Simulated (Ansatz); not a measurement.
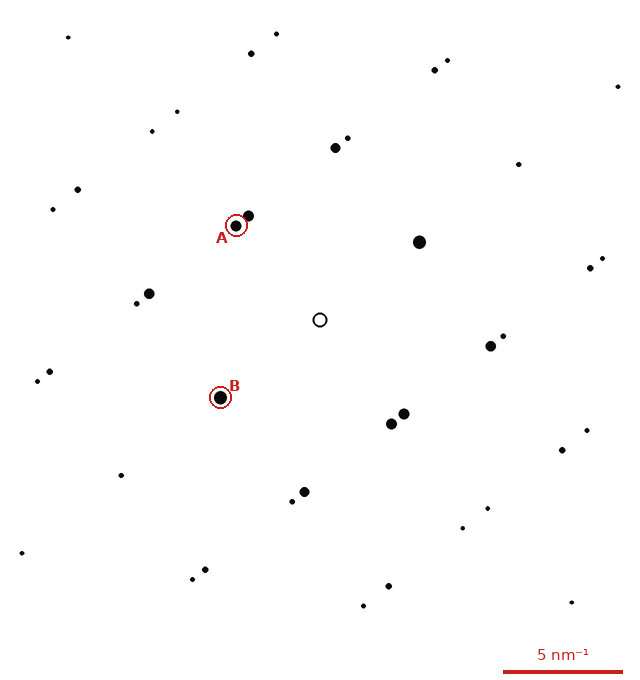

Kinematic zone-axis pattern, calculated for 300 keV electrons with B = 1 Å². Two individuals of a reflection twin are superposed (a geometric construction: whether this twin forms is not tested). Crystal: Ru, space group Cmcm (No. 63), a = 2.74 Å, b = 8.04 Å, c = 2.72 Å, zone axis [011]. Structure: coordinates from a relaxation with DFT, RPBE, plane waves (420 eV) with PAW, scalar-relativistic (Ansatz 0.2.0); the starting structure was generated, so it need not be a known form of this composition.

In the first individual spot A is -1 -1 1 and spot B is 1 -1 1.

> On which plane is the crystal twinned?

(1-11). The spot positions of the combined pattern are mirror-symmetric about the row through 1 -1 1 (d = 1.879 Å), which both individuals share, while a single individual has only symmetry 2mm without that mirror line. Friedel's law adds a mirror line at right angles, along which no low-index reflection lies.

> Which other reflections coincide?

Within the frame only the reflections of the common row coincide.
